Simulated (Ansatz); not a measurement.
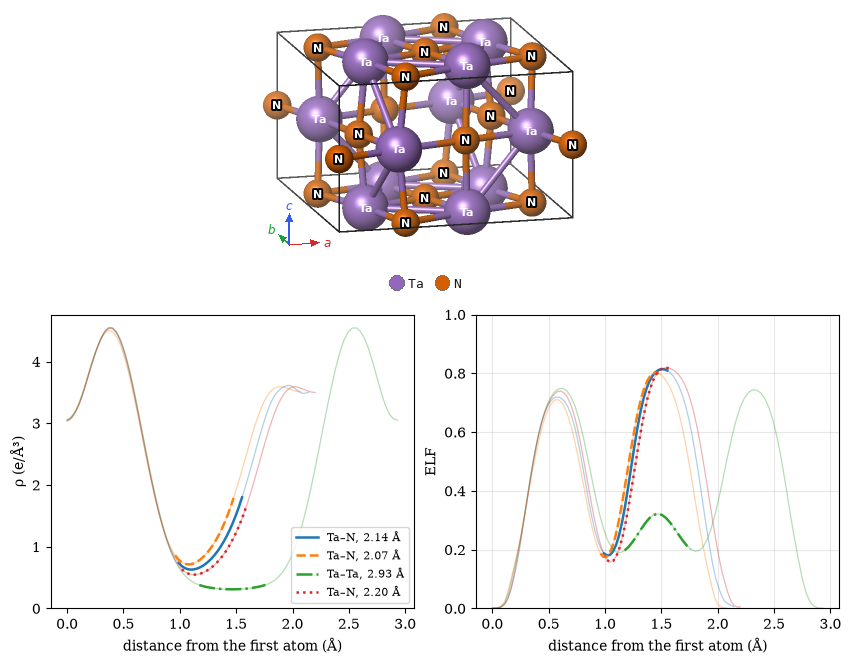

The picture shows: Ta₄N₅. Valence charge density (pseudo) and electron localisation function along straight lines between neighbouring atoms. Thin, pale parts lie inside the atomic spheres. The structure is drawn too.

Space group I4/m; a structure from a database of computed crystals, not necessarily the ambient phase; computed without spin polarisation.

All numbers below come from Ansatz, DFT r2SCAN, scalar-relativistic, plane waves, PAW.

In a PAW calculation such maps are meaningful between the atoms, not at the nuclei.

```yaml
crystal:
  lattice:
    - [6.86541, 0.00000, 0.00000]
    - [0.00000, -6.86541, 0.00000]
    - [0.00000, 0.00000, -4.26376]
  atoms:
    - { symbol: Ta, position: [0.10561, 0.71706, 0.50000] }
    - { symbol: Ta, position: [0.60561, 0.21706, 0.00000] }
    - { symbol: Ta, position: [0.28294, 0.10561, 0.50000] }
    - { symbol: Ta, position: [0.78294, 0.60561, 0.00000] }
    - { symbol: Ta, position: [0.71706, 0.89439, 0.50000] }
    - { symbol: Ta, position: [0.21706, 0.39439, 0.00000] }
    - { symbol: Ta, position: [0.39439, 0.78294, 0.00000] }
    - { symbol: Ta, position: [0.89439, 0.28294, 0.50000] }
    - { symbol: N, position: [0.00000, 0.00000, 0.50000] }
    - { symbol: N, position: [0.50000, 0.50000, 0.00000] }
    - { symbol: N, position: [0.80852, 0.59170, 0.50000] }
    - { symbol: N, position: [0.30852, 0.09170, 0.00000] }
    - { symbol: N, position: [0.40830, 0.80852, 0.50000] }
    - { symbol: N, position: [0.90830, 0.30852, 0.00000] }
    - { symbol: N, position: [0.09170, 0.69148, 0.00000] }
    - { symbol: N, position: [0.59170, 0.19148, 0.50000] }
    - { symbol: N, position: [0.19148, 0.40830, 0.50000] }
    - { symbol: N, position: [0.69148, 0.90830, 0.00000] }
```

**Compare the contacts.**

Ta–N (2.14 Å): ρ at the midpoint is about 0.64 e/Å³; the ELF peaks at about 0.80 in the valence shell of N, 0.6 Å from its nucleus, and is about 0.20 at the midpoint (no shared electron pair shows on this line).
Ta–N (2.07 Å): the density is about 0.73 e/Å³ at the midpoint; the ELF peaks at about 0.80 in the valence shell of N, 0.6 Å from its nucleus, and drops to about 0.20 between the two atoms (no shared electron pair shows on this line).
Ta–Ta (2.93 Å): the density is about 0.31 e/Å³ at the midpoint; the ELF is about 0.30 at the midpoint.
Ta–N (2.20 Å): the density is about 0.55 e/Å³ at the midpoint; the ELF peaks at about 0.80 in the valence shell of N, 0.7 Å from its nucleus, and is about 0.20 at the midpoint: no localised pair shows between them.
